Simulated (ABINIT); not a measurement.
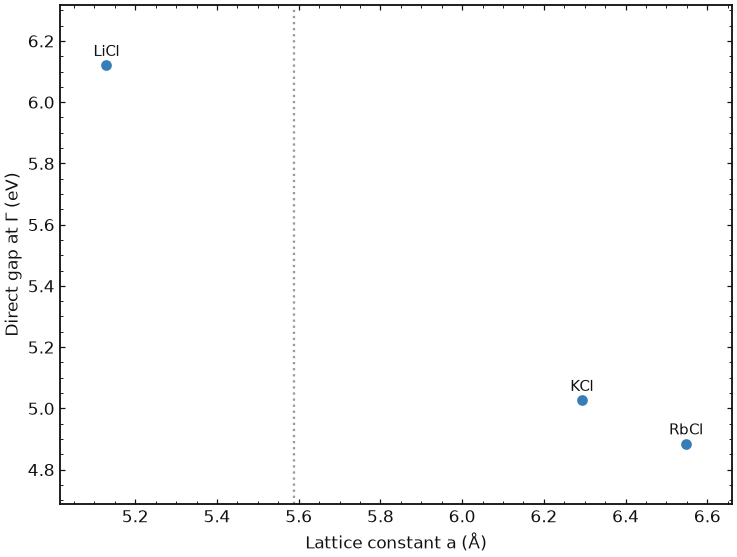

Direct gap at Γ, for four rocksalt crystals against the lattice constant, each in its database cell. All by ABINIT with PBEsol, without spin-orbit coupling, no moments; potentials: JTH PAW PBE v2.0 (LiCl, NaCl and RbCl); PseudoDojo NC SR PBEsol v0.4.1 standard (KCl).

```csv
compound,a (Å),k mesh,Γ (eV)
LiCl,5.130,12×12×12,6.12
KCl,6.293,5×5×5,5.03
RbCl,6.548,5×5×5,4.88
```

> NaCl (a = 5.588 Å, dotted line) is left out. Estimate its value at Γ.

A straight line through the other values at Γ gives 5.70 eV. The run gives 5.03 eV at Γ, so the line misses by 0.67 eV: a straight line in the lattice constant doesn't capture this level.

> How does the value at Γ change from Li to Rb?

LiCl 6.12, NaCl 5.03, KCl 5.03 and RbCl 4.88 eV: it falls by 1.24 eV overall, and NaCl and KCl lie too close to rank.

LDA, GGA and most meta-GGA functionals understate gaps. LiCl, NaCl and RbCl: the PAW data sets were made with another functional. NaCl: the cell is a database's computed one. The cells are as the databases list them, so they lie at different pressures for this functional.
